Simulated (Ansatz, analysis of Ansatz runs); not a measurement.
**NV- centre in diamond: hyperfine coupling against experiment**

Subject: NV- centre in diamond. Wanted: its hyperfine coupling, in one set-up (HSE06 on PBE structures, 64-site cell, PBE lattice, 420 eV, k: 2x2x2 shifted 0.5 0.5 0.5 then the single point 1/4 1/4 1/4). The model is a cell of 64 host atoms with 1 site emptied and N put on another atom's site. The isotropic coupling follows from the spin density at the nucleus, the nuclear g-factor and the total spin. Exact exchange opens the gap, stiffens bonds and lessens the self-interaction error, at many times the cost.

**The experiment.** 14N, isotropic: -2.51 MHz at 300 K, by EPR (room temperature) (“Hyperfine interaction in the ground state of the negatively charged nitrogen vacancy center in diamond”, 2009, S. Felton et al.). The calculation is set beside it at the end.

Program: Ansatz 0.2.0. Level of theory: plane-wave PAW DFT, PBE; relaxation of all atoms of a defect supercell. Results are calculated unless marked as measured.

### 1. Set-up

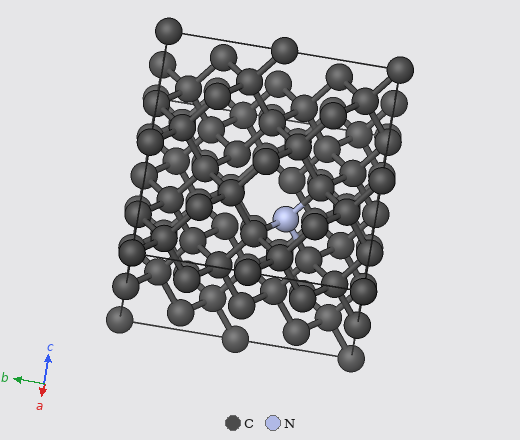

The cell as given, from a free direction (carbon dark grey, nitrogen light blue). Bonds to atoms that aren't drawn are left out. Some periodic images of atoms are drawn too.

The cell holds 63 atoms: 62 C and 1 N. Cell: a = 7.143 Å, b = 7.143 Å, c = 7.143 Å, α = 90.0°, β = 90.0°, γ = 90.0°. It derives from C (space group Fd-3m). Nearest the centre at fractional (0.375, 0.375, 0.375): N4 at 1.55 Å, C26 at 1.55 Å, C41 at 1.55 Å, C48 at 1.55 Å, C52 at 2.53 Å, C45 at 2.53 Å, C30 at 2.53 Å, C14 at 2.53 Å. The cell carries charge −1.

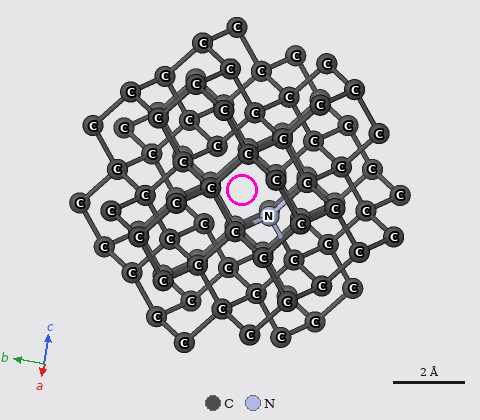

The atoms within 5 Å of the centre. A ring marks the centre wherever it is empty.

The host's primitive cell comes from a first run (plane-wave PAW DFT, PBE; relaxation of the host's cell and atoms): vectors of 2.525, 2.525 and 2.525 Å. That is 5.69 Å³ an atom, 0.4 % over the diffraction cell's volume. The supercell is built on it.

### 2. Relaxation, charge −1

Every later number rests on the structure around the defect, so the atoms are relaxed at the host's lattice first.

The input, relax/input.yaml:

```yaml
relax:
  f_tol: 0.02
  max_steps: 80
  random_displacement: { amplitude: 0.02, seed: 624 }
crystal:
  lattice:
    - [7.14316351, 0.0, 0.0]
    - [0.0, 7.14316351, 0.0]
    - [0.0, 0.0, 7.14316351]
  atoms:
    - { symbol: C, position: [0.0, 0.0, 0.25] }
    - { symbol: C, position: [0.0, 0.25, 0.0] }
    - { symbol: C, position: [0.25, 0.0, 0.0] }
    - { symbol: "N", position: [0.25, 0.25, 0.25] }
    - { symbol: C, position: [0.125, 0.125, 0.375] }
    - { symbol: C, position: [0.125, 0.375, 0.125] }
    - { symbol: C, position: [0.375, 0.125, 0.125] }
    - { symbol: C, position: [0.0, 0.0, 0.75] }
    - { symbol: C, position: [0.0, 0.25, 0.5] }
    - { symbol: C, position: [0.25, 0.0, 0.5] }
    - { symbol: C, position: [0.25, 0.25, 0.75] }
    - { symbol: C, position: [0.125, 0.125, 0.875] }
    - { symbol: C, position: [0.125, 0.375, 0.625] }
    - { symbol: C, position: [0.375, 0.125, 0.625] }
    - { symbol: C, position: [0.375, 0.375, 0.875] }
    - { symbol: C, position: [0.0, 0.5, 0.25] }
    - { symbol: C, position: [0.0, 0.75, 0.0] }
    - { symbol: C, position: [0.25, 0.5, 0.0] }
    - { symbol: C, position: [0.25, 0.75, 0.25] }
    - { symbol: C, position: [0.125, 0.625, 0.375] }
    - { symbol: C, position: [0.125, 0.875, 0.125] }
    - { symbol: C, position: [0.375, 0.625, 0.125] }
    - { symbol: C, position: [0.375, 0.875, 0.375] }
    - { symbol: C, position: [0.0, 0.5, 0.75] }
    - { symbol: C, position: [0.0, 0.75, 0.5] }
    - { symbol: C, position: [0.25, 0.5, 0.5] }
    - { symbol: C, position: [0.25, 0.75, 0.75] }
    - { symbol: C, position: [0.125, 0.625, 0.875] }
    - { symbol: C, position: [0.125, 0.875, 0.625] }
    - { symbol: C, position: [0.375, 0.625, 0.625] }
    - { symbol: C, position: [0.375, 0.875, 0.875] }
    - { symbol: C, position: [0.5, 0.0, 0.25] }
    - { symbol: C, position: [0.5, 0.25, 0.0] }
    - { symbol: C, position: [0.75, 0.0, 0.0] }
    - { symbol: C, position: [0.75, 0.25, 0.25] }
    - { symbol: C, position: [0.625, 0.125, 0.375] }
    - { symbol: C, position: [0.625, 0.375, 0.125] }
    - { symbol: C, position: [0.875, 0.125, 0.125] }
    - { symbol: C, position: [0.875, 0.375, 0.375] }
    - { symbol: C, position: [0.5, 0.0, 0.75] }
    - { symbol: C, position: [0.5, 0.25, 0.5] }
    - { symbol: C, position: [0.75, 0.0, 0.5] }
    - { symbol: C, position: [0.75, 0.25, 0.75] }
    - { symbol: C, position: [0.625, 0.125, 0.875] }
    - { symbol: C, position: [0.625, 0.375, 0.625] }
    - { symbol: C, position: [0.875, 0.125, 0.625] }
    - { symbol: C, position: [0.875, 0.375, 0.875] }
    - { symbol: C, position: [0.5, 0.5, 0.25] }
    - { symbol: C, position: [0.5, 0.75, 0.0] }
    - { symbol: C, position: [0.75, 0.5, 0.0] }
    - { symbol: C, position: [0.75, 0.75, 0.25] }
    - { symbol: C, position: [0.625, 0.625, 0.375] }
    - { symbol: C, position: [0.625, 0.875, 0.125] }
    - { symbol: C, position: [0.875, 0.625, 0.125] }
    - { symbol: C, position: [0.875, 0.875, 0.375] }
    - { symbol: C, position: [0.5, 0.5, 0.75] }
    - { symbol: C, position: [0.5, 0.75, 0.5] }
    - { symbol: C, position: [0.75, 0.5, 0.5] }
    - { symbol: C, position: [0.75, 0.75, 0.75] }
    - { symbol: C, position: [0.625, 0.625, 0.875] }
    - { symbol: C, position: [0.625, 0.875, 0.625] }
    - { symbol: C, position: [0.875, 0.625, 0.625] }
    - { symbol: C, position: [0.875, 0.875, 0.875] }
total_charge: -1
basis:
  ecutwfc: 420
  xc_grid: 2
hamiltonian:
  xc: pbe
kpoints:
  mp_grid: { grid: [2, 2, 2], shift: [0.5, 0.5, 0.5] }
magnetization:
  spin_polarized: true
  initial_magnetization: 2
  spin_locking: { lock_magnetization: hard }
scf:
  occupations: { method: fermi_dirac, width: 0.01 }
  max_iter: 120
output:
  forces: true
checkpoint:
  write: "../relax.run"
  compress: false
  write_wavefunctions: true
  write_every: 100000
```

Run with:

```console
$ ansatz run input.yaml --threads 32 --pin off --max-ram 131891MiB --backend cuda --events-out ev --progress --plain --runs-dir out
```

Numbers of over 12 decimals in the logs are rounded to 6 here.

Log:

```text
[... repeated set-up lines and file paths are left out, and long positions are rounded to six places ...]
Engine: ansatz 0.2.0, aarch64-unknown-linux-gnu
Pseudopotentials: kind: paw
Pseudopotential: C, paw, valence charge 4, recommended cutoff 420 eV (normal), C.paw.azcp
Pseudopotential: N, paw, valence charge 5, recommended cutoff 420 eV (normal), N.paw.azcp
Functional definition: PBE
  parameter kappa = 0.804
  parameter beta = 0.066725
  exchange = pbe_x(kappa = kappa, mu = beta*pi^2/3)
  correlation = pbe_c(beta = beta)
[...]
Crystal: 63 atoms, lattice volume = 364.478 Å³
Basis set: ecut = 420 eV, 7123 PW (Γ), exchange–correlation on 96×96×96 points (8 copies of the dense FFT grid, shifted against one another)
Bands: 191, of which v1, the nominal top of the filled ones, is band 127 counted from 1 (126 counted from 0)
Symmetry: 1 space group operations
k-points: 4 of 8 (time reversal used)
Non-local potential: C, projectors of the file, l = 0: 2, l = 1: 2, l = 2: 1
Non-local potential: N, projectors of the file, l = 0: 2, l = 1: 2, l = 2: 1
PAW form: soft (Blöchl's): semilocal exchange-correlation on the pseudo side does not see the compensation charge
PAW one-centre angular grid: C, 110 points (default); XC on 64 Gauss nodes
PAW one-centre angular grid: N, 110 points (default); XC on 64 Gauss nodes
Initial density: superposition of atomic densities (chi_scale 0.1, normalization cell, long waves kept (reshape's long-wave potential 0.21 eV rms))
Starting moments: Σ|m| = 2 μB on 63 of 63 sites
Initial wavefunctions: pseudopotential atomic-orbital guess
[...]
Functional: x = pbe(κ = 0.804, μ = 0.219515), c = pbe(β = 0.066725)
SCF iter   1: F=—  HF=-15927.533207 eV  |Δ(HF+E_count)|=         —  Δρ=7.06e-2 (↑7.06e-2 ↓6.93e-2)  dr2=5.07e1  dr2_m=6.21e-1  M=2.000 μB ∫|m|=2.001 μB  Hψ=6108
preconditioner: auto → Resta (q_TF=auto, 2.569 Å⁻¹)  ε∞=4.4  [insulator: Δε(μ)=0.396 eV  Ē_g=16.858 eV  σ=0.010 eV  W_gap=1.00  n_scr=92 (ndim 8)  ℏωp=31.0 eV  f_vac=0.000  D(μ)=0.00/eV (n_scr^D=0)  ε∞_Penn≈4.4]
spin=Collinear: Resta preconditioning applied to the charge; magnetization (m = ρ↑ − ρ↓) channel mixes plain (no charge-response kernel on spin).
SCF iter   2: F=—  HF=-15920.355413 eV  |Δ(HF+E_count)|=    7.18e0  Δρ=5.13e-2 (↑5.13e-2 ↓5.07e-2)  dr2=2.69e1  dr2_m=3.59e-1  M=2.000 μB ∫|m|=2.007 μB  Hψ=2846
[...]
SCF iter   8: F=-15912.398448 eV  HF=-15912.398449 eV  |Δ(HF+E_count)|=   1.18e-5  Δρ=1.13e-5 (↑1.13e-5 ↓9.05e-6)  dr2=1.09e-6  dr2_m=4.84e-8  M=2.000 μB ∫|m|=2.159 μB  Hψ=3601
SCF 1 converged in 8 iterations: F = -15912.398448 eV  dr2 = 1.09e-6
  greatest PAW one-centre occupation: 0.793 electrons in one spin orbital (limit 2), on the N atom at site 3 (counted from 0), in its partial waves of l = 0
relax step   1: F+E_penalty+E_count = -15912.39844818 eV  Δ(F+E_penalty+E_count) = +0.000e0 eV  max|allowed force component| = 2.029e0 eV/Å  Δτ_max = 0.0000 Å  (8 SCF iters, dr2 threshold 1.00e-5 eV, accepted)
[... the SCF cycles and remarks between the steps are left out from here to the last step ...]
relax step   2: F+E_penalty+E_count = -15913.31216475 eV  Δ(F+E_penalty+E_count) = -9.137e-1 eV  max|allowed force component| = 1.380e0 eV/Å  Δτ_max = 0.1005 Å  (6 SCF iters, dr2 threshold 1.00e-4 eV, accepted)
relax step   3: F+E_penalty+E_count = -15913.54213723 eV  Δ(F+E_penalty+E_count) = -2.300e-1 eV  max|allowed force component| = 6.905e-1 eV/Å  Δτ_max = 0.0607 Å  (5 SCF iters, dr2 threshold 1.00e-4 eV, accepted)
relax step   4: F+E_penalty+E_count = -15913.56762986 eV  Δ(F+E_penalty+E_count) = -2.549e-2 eV  max|allowed force component| = 4.662e-2 eV/Å  Δτ_max = 0.0174 Å  (4 SCF iters, dr2 threshold 1.00e-4 eV, accepted)
relax step   5: F+E_penalty+E_count = -15913.56763099 eV  Δ(F+E_penalty+E_count) = -1.132e-6 eV  max|allowed force component| = 4.657e-2 eV/Å  Δτ_max = 0.0000 Å  (3 SCF iters, accepted)
[...]
SCF iter   1: F=—  HF=-15913.567811 eV  |Δ(HF+E_count)|=         —  Δρ=1.40e-4 (↑1.40e-4 ↓1.40e-4)  dr2=1.15e-4  dr2_m=9.41e-7  M=2.000 μB ∫|m|=2.206 μB  Hψ=3592
[...]
SCF iter   2: F=—  HF=-15913.567796 eV  |Δ(HF+E_count)|=   1.49e-5  Δρ=9.53e-5 (↑9.53e-5 ↓9.47e-5)  dr2=4.50e-5  dr2_m=5.11e-7  M=2.000 μB ∫|m|=2.206 μB  Hψ=1876
SCF iter   3: F=—  HF=-15913.567942 eV  |Δ(HF+E_count)|=   1.47e-4  Δρ=2.18e-5 (↑2.18e-5 ↓2.15e-5)  dr2=2.15e-6  dr2_m=3.73e-8  M=2.000 μB ∫|m|=2.206 μB  Hψ=2074
SCF iter   4: F=-15913.567942 eV  HF=-15913.567942 eV  |Δ(HF+E_count)|=   9.06e-8  Δρ=3.03e-6 (↑3.03e-6 ↓3.03e-6)  dr2=6.75e-8  dr2_m=1.29e-9  M=2.000 μB ∫|m|=2.206 μB  Hψ=4716
SCF 6 converged in 4 iterations: F = -15913.567942 eV  dr2 = 6.75e-8
relax step   6: F+E_penalty+E_count = -15913.56794228 eV  Δ(F+E_penalty+E_count) = -3.113e-4 eV  max|allowed force component| = 1.139e-2 eV/Å  Δτ_max = 0.0028 Å  (4 SCF iters, accepted)
[...]
NSCF: frozen V_eff on 4 k-points
the band table was solved once a step of the walk had ended and its energy, with any forces and stress, was formed, with the checks that follow a solve (7336 applications of the Hamiltonian). They found nothing against the state; [...]
SCF converged after 4 iterations
Magnetization: 2.0000 μB (128.0000 up, 126.0000 down)
Absolute magnetization: 2.2062 μB (∫|ρ↑−ρ↓|, with the PAW one-centre terms)
Spin contamination: 0.0074 ħ² per cell (⟨S²⟩ above its minimum at these occupations)
Per-site moments (μB) at R_I (Å): [(0.0016482, 0.633332), (0.00164763, 0.633334), (0.00164766, 0.633328), [... 6 left out ...]
Free energy (F): -15913.567942 eV
Harris-Foulkes:  -15913.567942 eV  (|F-HF|=7.43e-9)
Internal energy: -15913.567942 eV  (E = F + TS)
E sigma→0 (E₀):  -15913.567942 eV
Fermi energy:    15.009438 (↑ 16.190292, ↓ 14.675560) eV
--- Per-component energies (eV) ---
  E_band       = 1022.261871
  E_kinetic    = 5863.856976
  E_local      = -4181.457872  (includes V_loc(G=0)·N_el)
  E_nonlocal   = 1701.973179
  E_hartree    = 952.517961
  E_xc         = -3087.072802
  E_vxc        = -3834.513841  (∫ρ·V_xc dr)
  E_paw        = -6279.436439  (= ΣΔE_a)
  E_vpaw       = -432.634196  (= ΣTr[D̂ρ^β])
  E_aug_tail   = 0.000659  (compensation charges beyond the density's cutoff)
  E_ewald      = -10883.949603
  E_smearing   = -0.000000  (= −TS)
  E_closure    = 0.000000  (closes the sum)
  E_deformation_potential = -21.107691  (in the stress; not in F)
  Σ components = -15913.567942   (vs F -15913.567942, Δ=0.00e0)
--- Forces (eV/Å), atoms counted from 1 ---
  atom   1  C      0.00168144     0.00246944    -0.00205009
  atom   2  C      0.00039815    -0.00176488     0.00235412
  [... 1 atom left out ...]
  atom   4  N     -0.01139269    -0.00889285    -0.00710340
  atom   5  C      0.00221371    -0.00036699     0.00526427
  atom   6  C      0.00264020     0.00632209     0.00110883
  [... 57 more lines of this table ...]
  max |Σ_I F_I| component: 7.39e-5 eV/Å
--- Band table (eV; the first three rows and the last of 8) ---
  k-point 0 ↑: bands = ["-8.2476", "-7.2690", "-6.9847", "-6.9847", "-6.1153", "-5.8637", "-5.8637", "-5.0092", "-4.7551", "-4.7551", [... rest cut ...]
  k-point 1 ↑: bands = ["-8.2330", "-7.4031", "-6.9851", "-6.8178", "-6.2089", "-5.8614", "-5.6660", "-5.1660", "-4.7578", "-4.7567", [... rest cut ...]
--- Relaxed structure (6 steps of the walk, 6 accepted, 0 SCFs on fresh bases) ---
  F+E_penalty+E_count = -15913.56794228 eV   max|allowed force component| = 1.139e-2 eV/Å
  atoms:
    - { symbol: C, position: [-0.001040, -0.001442, 0.249569] }
    - { symbol: C, position: [-0.001038, 0.249678, -0.001557] }
    [... 1 atom left out ...]
    - { symbol: N, position: [0.239374, 0.238960, 0.238839] }
    - { symbol: C, position: [0.125769, 0.125373, 0.369095] }
    - { symbol: C, position: [0.125765, 0.369205, 0.125250] }
  [... 57 more lines of this table ...]
```

Run time: 5.5 s. Hardware: 1 × NVIDIA GB200 with 32 threads of Arm Neoverse V2, shared host; peak memory 1.6 GiB.

The steps of the relaxation:

| step | energy less that of the first step (eV) | largest force component (eV/Å) |
| --- | --- | --- |
| 1 | 0.0000 | 2.0288 |
| 2 | -0.9137 | 1.3802 |
| 3 | -1.1437 | 0.6905 |
| 4 | -1.1692 | 0.0466 |
| 5 | -1.1692 | 0.0466 |
| 6 | -1.1695 | 0.0114 |

The atoms that moved most (Å, from the sites as typed, ahead of the random displacement, the mean shift of all atoms taken out):

| atom | dx | dy | dz | length |
| --- | --- | --- | --- | --- |
| N4 | -0.079 | -0.079 | -0.079 | 0.137 |
| C48 | 0.062 | 0.062 | -0.035 | 0.095 |
| C26 | -0.035 | 0.062 | 0.062 | 0.095 |
| C41 | 0.062 | -0.035 | 0.062 | 0.095 |
| C6 | 0.002 | -0.042 | 0.002 | 0.042 |
| C5 | 0.002 | 0.002 | -0.042 | 0.042 |
| C7 | -0.042 | 0.002 | 0.002 | 0.042 |
| C37 | -0.014 | 0.011 | 0.020 | 0.027 |

The atoms nearest to the centre after the run:

| atom | distance (Å) |
| --- | --- |
| C26 | 1.637 |
| C41 | 1.640 |
| C48 | 1.641 |
| N4 | 1.682 |
| C13 | 2.499 |
| C20 | 2.499 |
| C14 | 2.501 |
| C22 | 2.502 |
| C36 | 2.503 |
| C37 | 2.504 |
| C5 | 2.520 |
| C6 | 2.521 |
| C30 | 2.522 |
| C7 | 2.523 |
| C45 | 2.524 |
| C52 | 2.524 |

Numbers from this step:

```
free energy                           : -15913.5679 eV
total moment                          : 2 μB
integral of the absolute spin density : 2.206 μB
spin contamination                    : 0.007435
```

The relaxation ends 19 meV an atom lower than the displaced start, with a largest force component of 0.011 eV/Å.

[end of part 1 of 2]

[Logs are printed without paths, hosts, clocks, repeated set-up lines and the standing remarks that a program may print on its own settings, such as how far it seeks lower states.]

[Hosts, paths, dates, database ids (printed as entryN), source tags and the programs' standing remarks are cut or masked in the printed files.]

[For some hosts the program warned that the k-mesh of the response run may be too coarse for force constants and the static dielectric constant; such warnings are not shown here.]
